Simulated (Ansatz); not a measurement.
C: several calculations on one system

Part 1: Relaxation

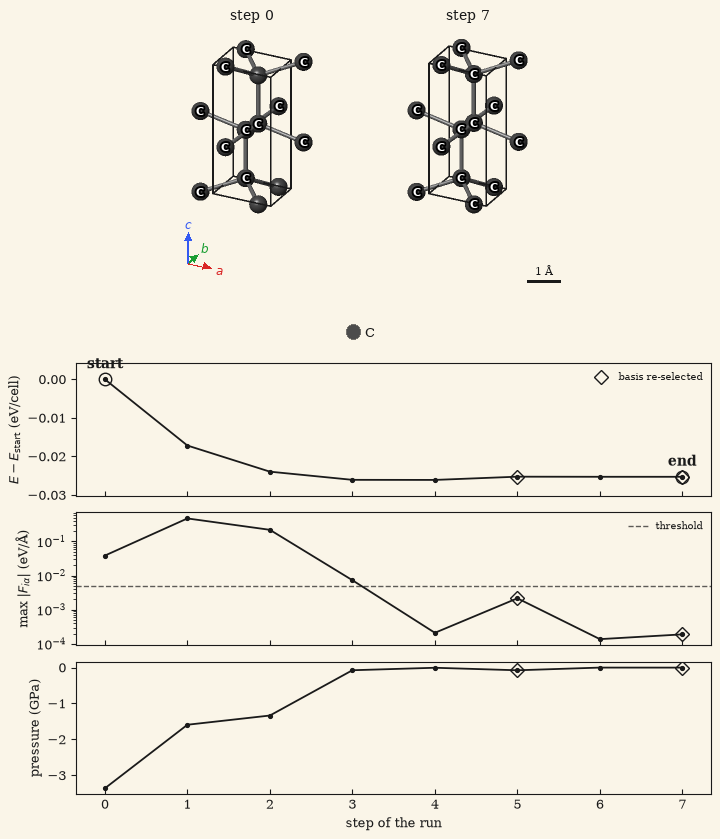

First and last geometry of a relaxation of crystalline C (set up in P6_3/mmc), with the history of the run. A ball-and-stick model of the cell of the calculation, seen slightly off an axis.

The calculation used DFT PBEsol, scalar-relativistic, plane waves, PAW; settings changed in Ansatz.

The input:
```yaml
crystal:
  lattice:
    - [2.5220988435, 0.0, 0.0]
    - [-1.2610494217, 2.1842016693, 0.0]
    - [0.0, 0.0, 4.1186]
  atoms:
    - { symbol: C, position: [0.3333333333, 0.6666666667, 0.0625] }
    - { symbol: C, position: [0.6666666667, 0.3333333333, 0.5625] }
    - { symbol: C, position: [0.3333333333, 0.6666666667, 0.4375] }
    - { symbol: C, position: [0.6666666667, 0.3333333333, 0.9375] }
basis:
  ecutwfc: 420
kpoints:
  mp_grid: { grid: [12, 12, 6] }
hamiltonian:
  xc: pbesol
scf:
  occupations: { method: gaussian, width: 0.02 }
  eigensolver: { kind: davidson }
  mixing: { algorithm: broyden, beta: 0.05, ndim: 8 }
output:
  forces: true
  eigenvalues: true
  stress: true
relax:
  adjacent_minimum: "off"
  f_tol: 0.005
  max_steps: 80
  cell: { stress_tol: 0.05 }
```

Run as
```bash
ansatz run input.yaml --threads 4 --pin off --max-ram 10240MiB --backend cpu --events-out ev --progress --plain --runs-dir out
```

Q: What do the curves and the structures tell?

A: It converged. The energy falls by 25.3 meV per cell of the calculation in 5 accepted moves (7 points after the start). Largest force component: 0.038 eV/Å at the start, 0.00019 eV/Å at the end. Pressure: −3.36 GPa at the start and 0.00 GPa at the end. At 2 points the geometry stayed and the basis and grid were re-selected for the new cell (energy shift of 0.8 meV per cell of the calculation at most each time). No atom moves by more than 0.005 Å relative to the cell. The drawn cell changes as follows: a = b 2.522 → 2.499 Å (−0.9 %), c 4.119 → 4.161 Å (+1.0 %); the volume changes by −0.8 %. Among the contacts that change: C1–C3 1.544 → 1.558 Å, C1–C4 1.544 → 1.534 Å. The space group stays P6_3/mmc (No. 194).

Part 2: Relaxation

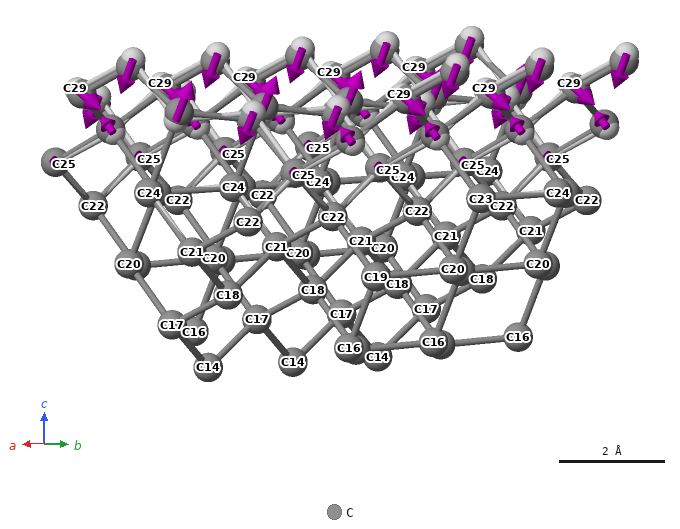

This is a relaxation of a slab of composition C (cut from the P6_3/mmc phase). The starting structure is drawn faded, the final one solid; purple arrows show the displacements, 5 times their true length.

Style: ball-and-stick. Shown: the atoms within 5.8 Å of the atom that moves most (axes of the 3 × 1 repeat of the cell, outlined in the plane, without the vacuum (origin shifted)), from a free direction.

Case: (1 0 2) slab, atoms relaxed. The slab is the (1 0 2) face of C.

Computed with DFT PBEsol, scalar-relativistic, plane waves, PAW in Ansatz.

The input:
```yaml
crystal:
  lattice:
    - [2.4988149677, 0.0, 0.0]
    - [0.0, 6.0037306975, 0.0]
    - [0.0, 0.0, 26.1214698869]
  atoms:
    - { symbol: C, position: [0.5, 0.6430670078, 0.2871201365] }
    - { symbol: C, position: [0.5, 0.8766262055, 0.3109738351] }
    - { symbol: C, position: [0.0, 0.3162980789, 0.3253969011] }
    - { symbol: C, position: [0.5, 0.463241741, 0.3301122174] }
    - { symbol: C, position: [0.0, 0.9029136144, 0.3445352834] }
    - { symbol: C, position: [0.0, 0.1364728121, 0.368388982] }
    - { symbol: C, position: [0.5, 0.5761446855, 0.382812048] }
    - { symbol: C, position: [0.0, 0.7230883477, 0.3875273643] }
    - { symbol: C, position: [0.5, 0.1627602211, 0.4019504303] }
    - { symbol: C, position: [0.5, 0.3963194188, 0.4258041289] }
    - { symbol: C, position: [0.0, 0.8359912922, 0.440227195] }
    - { symbol: C, position: [0.5, 0.9829349543, 0.4449425112] }
    - { symbol: C, position: [0.0, 0.4226068277, 0.4593655773] }
    - { symbol: C, position: [0.0, 0.6561660254, 0.4832192758] }
    - { symbol: C, position: [0.5, 0.0958378988, 0.4976423419] }
    - { symbol: C, position: [0.0, 0.2427815609, 0.5023576581] }
    - { symbol: C, position: [0.5, 0.6824534343, 0.5167807242] }
    - { symbol: C, position: [0.5, 0.916012632, 0.5406344227] }
    - { symbol: C, position: [0.0, 0.3556845054, 0.5550574888] }
    - { symbol: C, position: [0.5, 0.5026281676, 0.559772805] }
    - { symbol: C, position: [0.0, 0.942300041, 0.5741958711] }
    - { symbol: C, position: [0.0, 0.1758592387, 0.5980495697] }
    - { symbol: C, position: [0.5, 0.6155311121, 0.6124726357] }
    - { symbol: C, position: [0.0, 0.7624747742, 0.617187952] }
    - { symbol: C, position: [0.5, 0.2021466476, 0.631611018] }
    - { symbol: C, position: [0.5, 0.4357058453, 0.6554647166] }
    - { symbol: C, position: [0.0, 0.8753777187, 0.6698877826] }
    - { symbol: C, position: [0.5, 0.0223213809, 0.6746030989] }
    - { symbol: C, position: [0.0, 0.4619932543, 0.6890261649] }
    - { symbol: C, position: [0.0, 0.6955524519, 0.7128798635] }
basis:
  ecutwfc: 420
kpoints:
  mp_grid: { grid: [11, 5, 1] }
hamiltonian:
  xc: pbesol
scf:
  occupations: { method: gaussian, width: 0.05 }
output:
  forces: true
  eigenvalues: true
  write_density: true
  write_potential: true
  elf: true
  volumetric_format: npy
relax:
  adjacent_minimum: "off"
  f_tol: 0.02
  max_steps: 60
efield:
  axis: 3
  dipole_correction: true
  ramp_width: 0.04
```

Run as
```bash
ansatz run input.yaml --threads 4 --pin off --max-ram 10240MiB --backend cpu --events-out ev --progress --plain --runs-dir out
```

**What did the optimiser do to the structure, and how much energy did it gain?**

The largest moves relative to the layer's centre, 0.17 Å, are those of C4 and C27. C27 goes at 27° to the normal (+c side). The cell stays as it was. Near-neighbour distances that change, for instance: C24–C27 1.534 → 1.736 Å, C29–C30 1.534 → 1.341 Å, C23–C26 1.558 → 1.648 Å, C27–C28 1.534 → 1.460 Å. Among the angles between lasting bonds that change: C24–C27–C28 109.0° → 97.1°, C24–C27–C30 109.9° → 98.3°, C27–C30–C29 109.9° → 120.9°. The energy falls by 2.946 eV per cell of the calculation in 7 accepted moves (8 points after the start). Largest force component: 4.9 eV/Å at the start, 0.005 eV/Å at the end. The line search rejected the trial step at point 3 of the run.

Part 3: A change

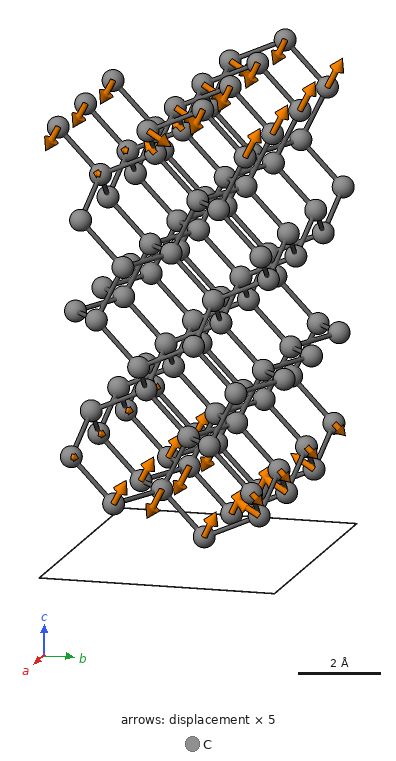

A (1 0 2) slab of C as cut from the relaxed bulk. The orange arrows show how the atoms are displaced, magnified 5 times. A ball-and-stick model of the 3 × 1 repeat of the cell, outlined in the plane, without the vacuum, seen slightly off an axis.

These are results of DFT PBEsol, scalar-relativistic, plane waves, PAW (Ansatz), not measurements. (plane-wave cutoff 420 eV; occupations gaussian; no spin polarisation) The k-mesh is chosen for each cell (12×12×6, 11×5×1). Smearing widths differ between the runs.

> Describe the change and its computed effect.

The atoms of the slab are relaxed at the bulk's in-plane cell. The surface energy (mean of the two faces) falls from 8.29 to 6.72 J/m². The top spacing, between the C and C planes, goes from 0.62 to 0.56 Å (−9.7 %), the bottom one (C to C) from 0.62 to 0.56 Å (−9.7 %). The cell doesn't change. The largest moves relative to the layer's centre, 0.17 Å, are those of C atoms. Among the bonded contacts that change: C–C 1.534 → 1.341 to 1.736 Å, C–C 1.558 → 1.478 to 1.648 Å.
